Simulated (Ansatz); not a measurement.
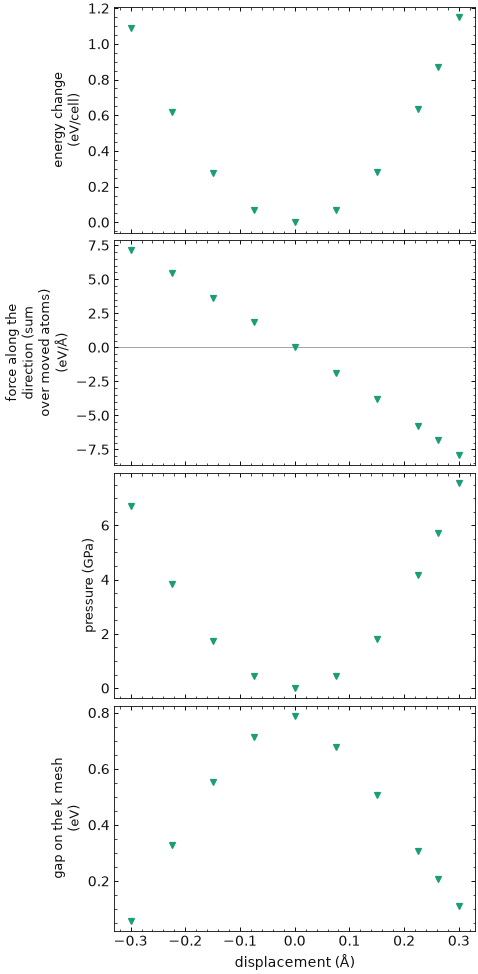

**Figure.** Energy change, force along the direction (sum over moved atoms), pressure and gap on the k mesh against displacement for MoS₂, space group R3m (No. 160).

The energy rises on both sides of the starting structure, which is therefore a minimum along this path. The energy change is 1.09 eV/cell at displacement −0.3000 Å and 1.15 eV/cell at 0.3000 Å; the lowest computed point is at displacement 0.0000 Å (0.00 eV/cell), and no other minimum shows. The force along the direction (sum over moved atoms) falls from 7.1 eV/Å at displacement −0.3000 Å to −7.9 eV/Å at 0.3000 Å, and changes sign near 0.000 Å. The pressure goes from 6.727 GPa at displacement −0.3000 Å to 7.555 GPa at 0.3000 Å, not monotonically, with a low of 0.012 GPa at 0.0000 Å. The gap on the k mesh stays open and runs from 0.059 eV at displacement −0.3000 Å to 0.111 eV at 0.3000 Å, with its largest value, 0.789 eV, at 0.0000 Å.

Calculation (Ansatz 0.2.0): all atoms of one element of a crystal moved along a line, all else fixed, by plane-wave density functional theory with PAW datasets, free energies less that of the undisturbed cell, pressure positive in compression; scalar-relativistic. Level: PBE with D3(BJ), no spin polarisation.

- wave cutoff: 420 eV
- k mesh: 12×12×12
- occupations: Gaussian
- smearing width: 0.05 eV
- k shift: (0, 0, 0) (mesh steps)
- start: relaxed
- moved element: Mo
- direction: (0, −0.7587, 0.6514) (Cartesian unit vector)

The given structure:
```
CELL_PARAMETERS angstrom
1.57647 0.91018 5.99653
-1.57647 0.91018 5.99653
0.00000 -1.82036 5.99653
ATOMIC_POSITIONS crystal
Mo 0.00002 0.00002 0.00002
S 0.75356 0.75356 0.75356
S 0.57972 0.57972 0.57972
```
